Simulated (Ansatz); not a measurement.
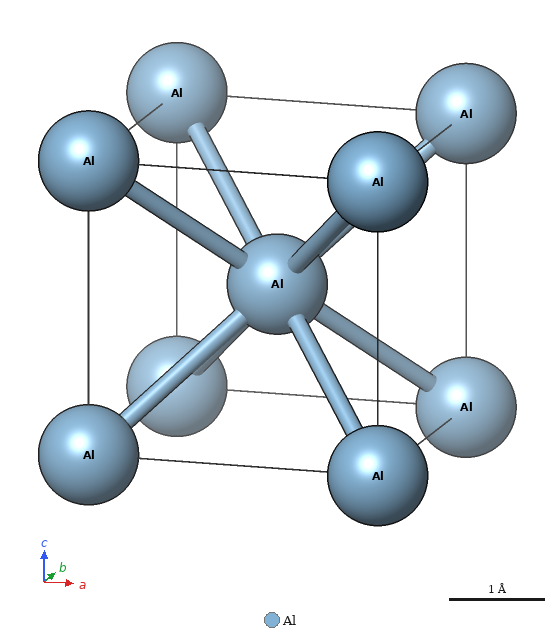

This is a symmetric starting cell of Al. Style: ball-and-stick. Shown: the conventional cell (2 times the calculation's cell), slightly off an axis. Lengths and directions refer to the drawn axes.

Theory: DFT PBEsol, scalar-relativistic, plane waves, PAW (Ansatz 0.2.0). Set-up: plane-wave cutoff 420 eV; k-point mesh 18 × 18 × 18; occupations gaussian; smearing width 0.1 eV; no spin polarisation.

Change: All lengths are scaled by +1.4 % (volume +4.4 %), the atoms keeping their fractional coordinates. No relaxation follows. The starting cell wasn't computed here and needn't be at equilibrium, so pressure and forces aren't due to the change alone.

### Predict the response.

The pressure is −1.0 GPa (not all of it need come from the change, since the unchanged cell can be under pressure at this level too). All forces vanish by symmetry. Among the bonded contacts that change: Al–Al 2.756 → 2.795 Å. The space group stays Im-3m (No. 229).

The changed structure in the same view:

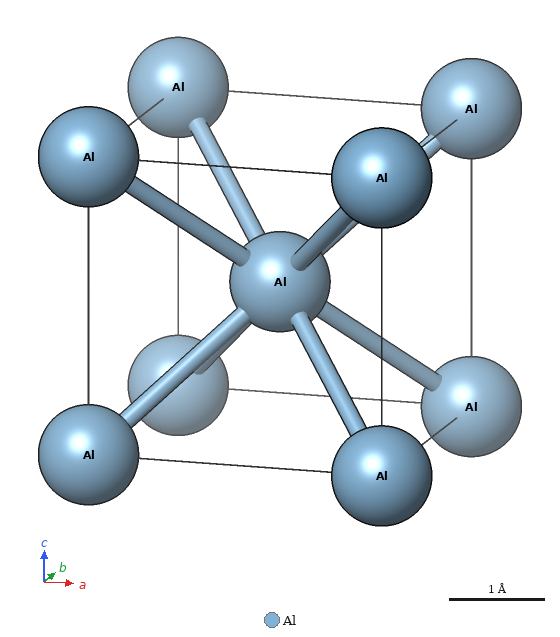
